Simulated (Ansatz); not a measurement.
```
Si C
1.0
    -4.35679    4.35679   -4.35679
     4.35679    4.35679    4.35679
     4.35679   -4.35679   -4.35679
Si C
16 15
Direct
  0.25010 0.25903 0.75085
  0.99777 0.50011 0.74988
  0.49392 0.24290 0.49220
  0.74798 0.74857 0.74827
  0.25013 0.49953 0.50836
  0.49994 0.00174 0.74933
  0.00025 0.75188 0.49947
  0.75224 0.25066 0.25039
  0.50006 0.49969 0.25164
  0.75212 0.00068 0.50043
  0.00014 0.24970 0.00168
  0.25010 0.74777 0.25024
  0.00639 0.99932 0.24856
  0.74813 0.49869 0.99846
  0.50248 0.75244 0.00222
  0.25012 0.00041 0.99744
  0.99861 0.50136 0.50132
  0.50001 0.24873 0.24678
  0.75014 0.75013 0.49996
  0.25010 0.49648 0.25367
  0.49986 0.99740 0.49853
  0.00034 0.74765 0.24874
  0.75012 0.25015 0.99994
  0.50190 0.50333 0.00310
  0.75655 0.00352 0.25334
  0.99829 0.25152 0.75129
  0.25007 0.75012 0.99994
  0.00020 0.99879 0.99688
  0.74359 0.49704 0.74684
  0.50158 0.75286 0.75282
  0.25011 0.00401 0.74626
```

Spin-polarised.

Level of theory: Ansatz, DFT PBEsol, scalar-relativistic, plane waves, PAW.

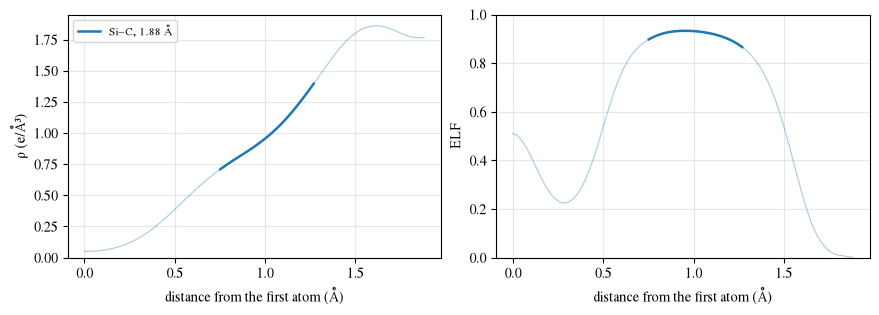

Si16C15 (cell with a defect). Valence charge density (pseudo) and electron localisation function along straight lines between neighbouring atoms. Thin, pale parts lie inside the atomic spheres.

Core electrons are frozen (PAW), and the valence fields are smoothed inside the atomic spheres.

### What can be read from the curves?

Si–C (1.88 Å): ρ at the midpoint is about 0.89 e/Å³; the ELF peaks at about 0.95 between the atoms.
